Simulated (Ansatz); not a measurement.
# Al: single-point calculation (part 2 of 2)

Al (defect cell, 63 atoms in the cell); DFT PBE, scalar-relativistic, plane waves, PAW, spin-polarised (Ansatz 0.2.0); cutoff 420 eV, 1×1×1 k-mesh, Gaussian smearing of 0.05 eV, collinear spins. The structure derives from a Materials Project entry.

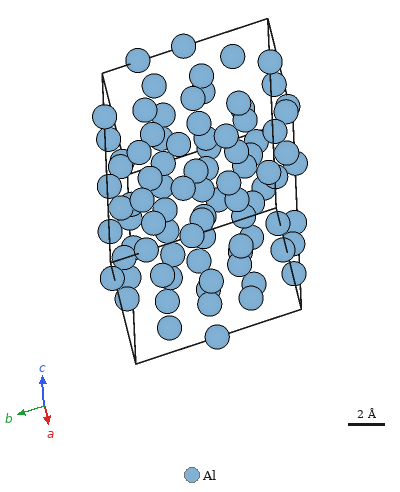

**Figure 1.** The structure as given in the input (spheres-only view of the cell of the calculation, seen at an oblique angle). An atom can appear more than once, as a periodic image.

Output, continued:
```
Per-site moments (μB) at R_I (Å): [(0.0025776107846194867, 1.0818967312078547), (0.010465777681994425, 1.1090037966037707), (0.001204784144989135, 1.0940002880195951), (0.014379240941336595, 1.1201102559464462), (0.0052684149275268755, 1.0951522130488986), (0.014610172872821302, 1.1104315722106342), (0.0003688332412843372, 1.1090037966037707), (0.0032507165177737035, 1.1132594206976725), (0.0008397905283767394, 1.0846314362541798), (0.01903575759076049, 1.0923772800524838), (0.007270146493049299, 1.0936356443981703), (0.011043663335033198, 1.1058208673607186), (0.005391688101818177, 1.1183611533579427), (0.01920914322223782, 1.0776089675358147), (0.0024348440499466426, 1.103996338592804), (0.008176004483746124, 1.0979893728930392), (0.0011932126999594222, 1.0904445297691183), (0.013186777051752358, 1.0908240359950405), (0.0033034924367411713, 1.1381001928460788), (0.003149858230916637, 1.0979893728930392), (0.01769243063222334, 1.1051575019482713), (0.004562480590542746, 1.1167702115278142), (0.019805910050240863, 1.0785599282515097), (0.004650526251142161, 1.0936356443981703), (0.003962107297058264, 1.1254135223978319), (0.001418495249451726, 1.1304861994219801), (0.016976145774884786, 1.1092603244584276), (-7.739992031331796e-6, 1.098938713010158), (0.005087551570296902, 1.1060790111371526), (0.0024832297463936773, 1.0668182015545282), (0.004571099437381585, 1.0833499826425976), (4.856922287427555e-5, 1.1254755761976667), (0.0017951464528289354, 1.095993580344778), (0.003571936080450182, 1.0668182015545282), (-0.0007407678244453785, 1.0827159633895957), (0.0032914239856054583, 1.1180218172920777), (0.0039163679457749866, 1.1208632666920435), (0.0020296181820868646, 1.1073027836437344), (0.0032002540952901035, 1.117604752799713), (0.01384603400226067, 1.0785599282515097), (0.008205275050688361, 1.1164451083355234), (0.006241731690287137, 1.124279746422288), (0.006388369145835593, 1.0905286882511935), (0.001812188571667082, 1.0833499826425976), (0.0022090544258428465, 1.098938713010158), (0.018309178071590156, 1.1022775459259948), (0.004140950953995679, 1.1222386031761578), (0.011931252942256007, 1.0818967312078547), (-0.00033380907431983985, 1.1355296323907862), (0.0020839013994712607, 1.107450244951056), (0.004157538662708552, 1.0991156684859458), (0.0014505807236712548, 1.0951522130488986), (0.0016938211218248509, 1.1104315722106342), (0.00290571691029448, 1.1101941594501827), (0.0038068883614689, 1.1033710637337504), (0.004652546004969839, 1.105520017594529), (0.0077030449285284625, 1.0679377357231115), (0.0005153379004655648, 1.0952925396902682), (0.003290510156731359, 1.1304291828276658), (0.002359044024364916, 1.0946889121143573), (0.0065808319864797, 1.0981155298127423), (0.000666933880536423, 1.0679377357231115), (0.010991059134811037, 1.0940002880195951)]
Free energy (F): -33848.944913 eV
Harris-Foulkes:  -33848.944913 eV  (|F-HF|=8.64e-9)
Internal energy: -33848.930492 eV  (E = F + TS)
E sigma→0 (E₀):  -33848.937703 eV
Entropy (-TS):   -0.014421 eV (-0.229 meV/atom)
Fermi energy:    8.630262 eV
--- Per-component energies (eV) ---
  E_band       = 677.819958
  E_kinetic    = 1470.599268
  E_local      = 559.975287  (includes V_loc(G=0)·N_el)
  E_nonlocal   = 652.348150
  E_hartree    = 31.897488
  E_xc         = -2510.942099
  E_vxc        = -1834.604597  (∫ρ·V_xc dr)
  E_paw        = -29446.753223  (= ΣΔE_a)
  E_vpaw       = -234.293076  (= ΣTr[D̂ρ^β])
  E_aug_tail   = -0.000132  (compensation charges beyond the density's cutoff)
  E_ewald      = -4606.055231
  E_smearing   = -0.014421  (= −TS)
  E_closure    = 0.000000  (closes the sum)
  Σ components = -33848.944913   (vs F -33848.944913, Δ=0.00e0)
--- Forces (eV/Å), atoms counted from 1 ---
  atom   1  Al    -0.00248105     0.01249474     0.00175214
  atom   2  Al    -0.01251698     0.00730996    -0.01138805
  atom   3  Al    -0.00203228     0.00336084     0.03540366
  atom   4  Al    -0.02931105     0.01827617    -0.01493652
  atom   5  Al    -0.00820427     0.01021151     0.00963354
  atom   6  Al     0.00362249    -0.00705475     0.00784883
  atom   7  Al     0.00130168     0.00812798    -0.00659852
  atom   8  Al     0.01575582    -0.01338781    -0.00773213
  atom   9  Al    -0.02181357     0.00609558    -0.01287675
  atom  10  Al    -0.00596362     0.01280482     0.00744034
  atom  11  Al     0.01380316    -0.02563441     0.00264894
  atom  12  Al    -0.01353676    -0.00690456    -0.01187885
  atom  13  Al     0.00071009     0.00139829    -0.00946883
  atom  14  Al     0.01653877    -0.00171907     0.01207054
  atom  15  Al     0.00852799    -0.00368489    -0.02130912
  atom  16  Al    -0.00948423    -0.00028584    -0.00082622
  atom  17  Al     0.00268467     0.00106578    -0.00100894
  atom  18  Al     0.00087056     0.01045220     0.00004161
  atom  19  Al    -0.01035299    -0.03413763    -0.00130285
  atom  20  Al     0.00912752    -0.02331197    -0.01383967
  atom  21  Al     0.02199960    -0.00967913     0.00538188
  atom  22  Al    -0.00788395    -0.00871660     0.00929837
  atom  23  Al    -0.01432149     0.01262694    -0.01414650
  atom  24  Al    -0.00066989    -0.00000983     0.00719733
  atom  25  Al     0.01153485     0.01590699    -0.00229611
  atom  26  Al    -0.00630292     0.01281980     0.02108108
  atom  27  Al     0.00715096    -0.00885507     0.02442238
  atom  28  Al    -0.01093310    -0.00611326     0.01277257
  atom  29  Al    -0.01254905     0.01501934    -0.00247039
  atom  30  Al     0.00090759    -0.00102267    -0.03081036
  atom  31  Al    -0.00372545     0.01575866     0.00770332
  atom  32  Al    -0.02460909     0.02044579     0.00234940
  atom  33  Al    -0.01734776     0.01699892     0.00506749
  atom  34  Al    -0.01570622    -0.02691174     0.01969907
  atom  35  Al     0.00481089    -0.00142881     0.02655077
  atom  36  Al     0.00337885    -0.01167501     0.00805540
  atom  37  Al     0.00869180     0.01042098     0.01021421
  atom  38  Al    -0.00458430    -0.00438622    -0.00192832
  atom  39  Al    -0.00046499     0.00757038    -0.00198720
  atom  40  Al     0.01361830     0.02858739    -0.00178077
  atom  41  Al     0.01042290     0.00110737    -0.00019420
  atom  42  Al     0.02187488    -0.02685662    -0.01182839
  atom  43  Al     0.01568787    -0.00394424    -0.00918691
  atom  44  Al     0.01402139     0.00192595     0.01573040
  atom  45  Al     0.00542685     0.01012097    -0.00282846
  atom  46  Al     0.00239999     0.00496718    -0.02997404
  atom  47  Al    -0.01383473    -0.01180061    -0.01772735
  atom  48  Al     0.01418152    -0.00797438     0.00756626
  atom  49  Al     0.00272514    -0.02429262    -0.01056142
  atom  50  Al     0.00640007    -0.01524954     0.01142774
  atom  51  Al     0.00902930     0.01065563     0.01093975
  atom  52  Al    -0.00013683    -0.00262390    -0.01929552
  atom  53  Al     0.00385576    -0.00764012    -0.00139646
  atom  54  Al     0.00079581    -0.01014497    -0.01709500
  atom  55  Al     0.00102980     0.00081893    -0.01932308
  atom  56  Al     0.00958727     0.00427341     0.01831645
  atom  57  Al    -0.01294269     0.00875785    -0.00829413
  atom  58  Al     0.00631968     0.00505333     0.01334309
  atom  59  Al    -0.00705526     0.01232376     0.00686523
  atom  60  Al    -0.00197347    -0.00143380    -0.01192484
  atom  61  Al     0.00400794    -0.00282476     0.01130428
  atom  62  Al     0.00534231    -0.00965474    -0.00192845
  atom  63  Al    -0.00741130     0.01160936    -0.00198377
  max |Σ_I F_I| component: 7.24e-6 eV/Å
--- Band table (eV) ---
  k-point 0 ↑: bands = ["-3.2292", "-1.7056", "-1.6610", "-1.5560", "-1.5421", "-1.4666", "-1.4272", "-1.4144", "-1.3705", "-1.2675", "-1.2039", "-1.1638", "-1.0670", "0.2720", "0.3150", "0.3722", "0.3998", "0.4277", "0.5232", "1.8264", "1.8369", "1.8617", "1.9331", "1.9544", "1.9712", "2.0035", "2.0260", "2.0548", "2.0762", "2.0863", "2.1058", "2.1184", "2.1668", "2.1990", "2.2360", "2.2570", "2.2801", "2.3416", "2.3774", "2.4460", "2.5240", "2.5903", "2.7024", "3.6276", "3.6653", "3.6954", "3.7444", "3.7954", "3.8630", "3.9440", "4.0218", "4.0497", "4.0939", "4.1143", "4.3398", "5.0204", "5.0572", "5.1380", "5.2516", "5.3004", "5.3539", "5.4139", "5.5372", "5.5468", "5.5751", "5.6196", "5.6471", "5.6728", "5.7140", "5.7713", "5.7937", "5.8450", "5.8897", "5.9487", "5.9784", "6.0211", "6.1271", "6.1779", "6.2421", "7.0139", "7.0466", "7.1097", "7.1243", "7.1363", "7.1601", "7.7949", "7.8565", "8.2937", "8.3336", "8.3845", "8.4014", "8.4557", "8.4659", "8.5078", "8.5874", "8.7144", "8.7484", "8.7734", "8.8402", "8.8724", "8.8771", "8.8977", "8.9219", "8.9589", "8.9798", "9.0129", "9.0344", "9.0776", "9.0850", "9.0914", "9.1572", "9.1818", "9.1916", "9.2121", "9.2696", "9.2951", "9.3584", "9.3707"]
  k-point 0 ↓: bands = ["-3.2132", "-1.6862", "-1.6449", "-1.5388", "-1.5202", "-1.4517", "-1.4157", "-1.3999", "-1.3586", "-1.2500", "-1.1882", "-1.1484", "-1.0552", "0.2854", "0.3260", "0.3919", "0.4156", "0.4413", "0.5429", "1.8432", "1.8545", "1.8814", "1.9504", "1.9700", "1.9855", "2.0190", "2.0442", "2.0709", "2.0913", "2.1028", "2.1242", "2.1327", "2.1802", "2.2140", "2.2479", "2.2716", "2.2927", "2.3573", "2.3928", "2.4586", "2.5394", "2.6086", "2.7140", "3.6377", "3.6774", "3.7088", "3.7596", "3.8249", "3.8765", "3.9557", "4.0476", "4.0628", "4.1063", "4.1272", "4.3520", "5.0341", "5.0685", "5.1610", "5.2671", "5.3245", "5.3705", "5.4278", "5.5527", "5.5609", "5.5892", "5.6371", "5.6642", "5.6877", "5.7294", "5.7877", "5.8112", "5.8612", "5.9043", "5.9615", "5.9911", "6.0320", "6.1447", "6.1931", "6.2592", "7.0267", "7.0688", "7.1223", "7.1391", "7.1565", "7.1753", "7.8098", "7.8691", "8.3075", "8.3427", "8.3939", "8.4137", "8.4705", "8.4762", "8.5207", "8.6751", "8.7288", "8.7586", "8.7921", "8.8516", "8.8871", "8.8929", "8.9109", "8.9381", "8.9711", "8.9953", "9.0264", "9.0515", "9.0936", "9.0994", "9.1057", "9.1680", "9.1940", "9.2078", "9.2264", "9.2849", "9.3049", "9.3686", "9.3817"]
--- Löwdin populations: 63 sites ---
  site symbol       q [e]    m [muB]
     0     Al      2.9435     0.0021
     1     Al      2.9631     0.0199
     2     Al      2.9909     0.0014
     3     Al      2.9557     0.0324
     4     Al      2.9581     0.0097
     5     Al      2.9566     0.0286
     6     Al      2.9499    -0.0001
     7     Al      2.9421     0.0057
     8     Al      2.9094     0.0009
     9     Al      2.9796     0.0412
    10     Al      2.9207     0.0072
    11     Al      2.9935     0.0294
    12     Al      2.9088     0.0088
    13     Al      2.9779     0.0460
    14     Al      2.9269     0.0051
    15     Al      2.8904     0.0161
    16     Al      2.9592    -0.0007
    17     Al      2.9809     0.0259
    18     Al      2.9172     0.0072
    19     Al      2.9868     0.0069
    20     Al      3.0183     0.0425
    21     Al      2.9794     0.0104
    22     Al      2.9763     0.0411
    23     Al      2.9657     0.0079
    24     Al      2.9491     0.0029
    25     Al      2.9512     0.0011
    26     Al      2.9415     0.0324
    27     Al      2.9637     0.0004
    28     Al      2.9354     0.0131
    29     Al      2.9310     0.0037
    30     Al      3.0581     0.0109
    31     Al      2.9434     0.0016
    32     Al      3.0066     0.0050
    33     Al      2.9630     0.0084
    34     Al      2.9791    -0.0021
    35     Al      2.9672     0.0051
    36     Al      2.9002     0.0059
    37     Al      2.9189     0.0042
    38     Al      2.8864     0.0046
    39     Al      2.9546     0.0287
    40     Al      2.9321     0.0159
    41     Al      2.9581     0.0093
    42     Al      2.9614     0.0136
    43     Al      2.9482     0.0105
    44     Al      2.9749     0.0038
    45     Al      2.9517     0.0414
    46     Al      2.9272     0.0033
    47     Al      2.9389     0.0234
    48     Al      2.9149    -0.0032
    49     Al      2.9902     0.0026
    50     Al      2.9411     0.0042
    51     Al      3.0016     0.0030
    52     Al      2.9469     0.0091
    53     Al      3.0037     0.0056
    54     Al      2.9566     0.0120
    55     Al      2.9670     0.0101
    56     Al      3.0083     0.0161
    57     Al      2.9235    -0.0019
    58     Al      2.9326     0.0084
    59     Al      3.0102     0.0029
    60     Al      2.9423     0.0145
    61     Al      2.9238     0.0020
    62     Al      2.9847     0.0249
  spilling = 0.014602 (of n_electrons = 189.000000)
--- Band densities, each state counted as filled ---
  window                                       electrons  max residual (eV)  cut levels
  e_range: [-0.25, 0.25]           12.000000 + 10.000000             2.3e-4           0
  e_range: [-1.2, 0]                10.000000 + 9.000000             4.9e-6           0
  e_range: [0, 1.2]                37.000000 + 38.000000             5.5e-7           0
  e_range: [-0.87, -0.73]            2.000000 + 2.000000             2.3e-6           0
  e_range: [-1.65, -1.42]            6.000000 + 6.000000             2.1e-6           0
  e_range: [1.8, 2.13]               5.000000 + 5.000000             2.8e-7           0
```

Key numbers:

```json
{"quantity": "outcome", "value": "converged"}
{"quantity": "electrons treated", "value": "189"}
{"quantity": "free energy", "value": "−33848.9449 eV"}
{"quantity": "Fermi energy", "value": "8.630 eV"}
{"quantity": "gap on the k-point mesh", "value": "0.09 eV"}
{"quantity": "net moment of the cell", "value": "0.79 μB"}
{"quantity": "integrated absolute moment", "value": "0.98 μB"}
{"quantity": "largest force (length of the vector)", "value": "0.038 eV/Å"}
{"quantity": "hardware", "value": "4 threads of Arm Neoverse N1, 98 GiB of memory available, shared host"}
{"quantity": "wall time", "value": "42 s (CPU time 2.7 min)"}
{"quantity": "peak memory", "value": "1.8 GiB"}
```

Remarks:

Notes on the run: the state was not tested for a lower one. So coarse a mesh can miss the band edges, so the true gap of this method can be much smaller, or zero. The k-point mesh is coarse for a cell of this size, so the results may not be converged.
